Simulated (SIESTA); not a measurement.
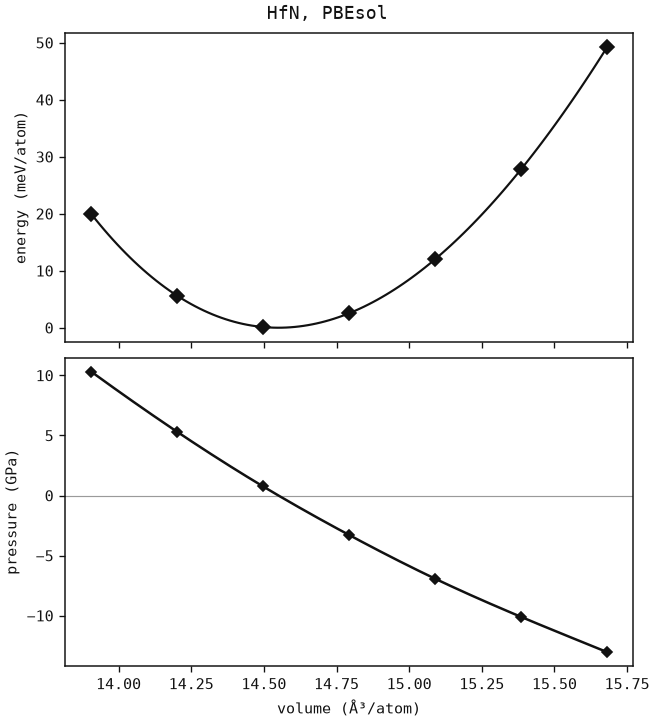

**Figure.** Energy and pressure against volume for HfN, space group F-43m (No. 216).

A third-order Birch–Murnaghan fit gives V0 = 14.55 Å³/atom, B0 = 206 GPa and B′ = 4.6. The energy is 19.97 meV/atom at volume 13.91 Å³/atom and 49.20 meV/atom at 15.68 Å³/atom; the lowest computed point is at volume 14.50 Å³/atom (0.11 meV/atom), in a single well. The pressure falls from 10.32 GPa at volume 13.91 Å³/atom to −13.03 GPa at 15.68 Å³/atom, and changes sign near 14.55 Å³/atom.

Method: DFT in numerical atomic orbitals with pseudopotentials, no spin polarisation; energies at scaled volumes of the given cell, shape and fractions fixed, counted from the fit's minimum, third-order Birch-Murnaghan fit (SIESTA 5.4.2). Level: PBEsol.

k mesh 9×9×9; occupations Fermi–Dirac; smearing width 0.05 eV; potentials PseudoDojo 0.4 standard, converted to PSML, two zetas on semicore shells; program settings basis DZP, mesh cutoff 800 Ry.

Cell as given: a = 3.472 Å, b = 3.472 Å, c = 3.472 Å, α = 60.00°, β = 60.00°, γ = 60.00°; 2 atoms.

Limits of the calculation: mulliken charges of long orbitals; short basis over semicore shells.
